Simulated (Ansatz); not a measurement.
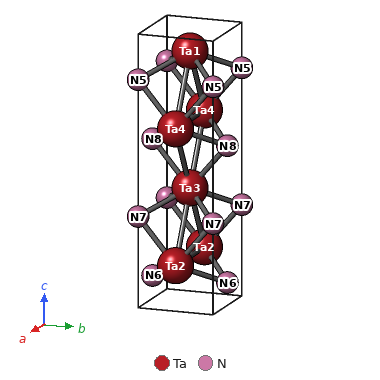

The system is TaN (P-6m2, No. 187; 8 atoms in the cell); the picture shows the reference structure. Rigid slide and opening across a plane, one cut a cell; the plane is (1 0 0) of the conventional cell, and the faces at the cut hold Ta and N. The first coordinate is: slide along a1 + 0 a2 (2.907 Å); the second: opening across the cut. Nothing is relaxed (rigid halves). The grid has 6 × 5 points; 20 points were computed and 10 follow by symmetry. Points are written as (first, second). All energies are given in meV/Å² relative to the lowest grid point. These are results of DFT LDA, scalar-relativistic, plane waves, PAW (Ansatz 0.2.0), not measurements. Settings: cutoff 520 eV, k-mesh 15×15×5 in the order of the run's cell vectors, gaussian smearing 0.15 eV, no spin polarisation.

Its coordinates:

```yaml
crystal:
  lattice:
    - [1.45328, -2.51715, 0.00000]
    - [0.00000, 0.00000, -2.85144]
    - [8.71967, 5.03430, 0.00000]
  atoms:
    - { symbol: Ta, position: [0.50000, 0.50000, 0.91668] }
    - { symbol: Ta, position: [0.00000, 0.50000, 0.16668] }
    - { symbol: Ta, position: [0.50000, 0.50000, 0.41668] }
    - { symbol: Ta, position: [0.00000, 0.50000, 0.66668] }
    - { symbol: N, position: [0.00000, 0.00000, 0.83335] }
    - { symbol: N, position: [0.50000, 0.00000, 0.08335] }
    - { symbol: N, position: [0.00000, 0.00000, 0.33335] }
    - { symbol: N, position: [0.50000, 0.00000, 0.58335] }
```

The input of one point:

```yaml
crystal:
  lattice:
    - [1.453278144, -2.5171515829, 0.0]
    - [0.0, 0.0, -2.8514389807]
    - [8.7196688639, 5.0343031657, 0.0]
  atoms:
    - { symbol: Ta, position: [0.5, 0.5, 0.0833333333] }
    - { symbol: Ta, position: [0.0, 0.5, 0.3333333333] }
    - { symbol: Ta, position: [0.5, 0.5, 0.5833333333] }
    - { symbol: Ta, position: [0.0, 0.5, 0.8333333333] }
    - { symbol: "N", position: [0.0, 0.0, 0.0] }
    - { symbol: "N", position: [0.5, 0.0, 0.25] }
    - { symbol: "N", position: [0.0, 0.0, 0.5] }
    - { symbol: "N", position: [0.5, 0.0, 0.75] }
basis:
  ecutwfc: 520.0
kpoints:
  mp_grid: { grid: [15, 15, 5] }
hamiltonian:
  xc: lda
  pseudopotentials: { kind: paw, azcp: { folder: soft_1 } }
scf:
  occupations: { method: gaussian, width: 0.15 }
output:
  forces: true
  stress: true
  eigenvalues: true
```

Range: slide along a1 + 0 a2 (2.907 Å) from 0.000 to 0.833; opening across the cut from −0.25 to 2.20 Å.

> What will the energy surface look like?

The lowest grid point is at (0.000, 0.00 Å). The highest grid point, (0.500, −0.25 Å), lies 587 meV/Å² above the lowest.

```tsv
second ↓, first →	0/6	1/6	2/6	3/6	4/6	5/6
2.20	435	436	438	439	438	436
1.00	325	340	371	387	371	340
0.40	104	154	260	316	260	154
0.00	0	88	279	378	279	88
−0.25	85	200	461	587	461	200
```

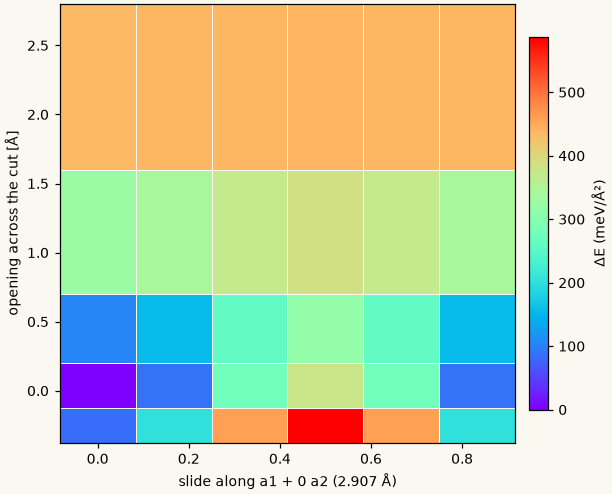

In the figure: one coloured cell a grid point.

Time for the 20 points that were run: 51 min on 2 threads of Arm Neoverse N1 (shared host).
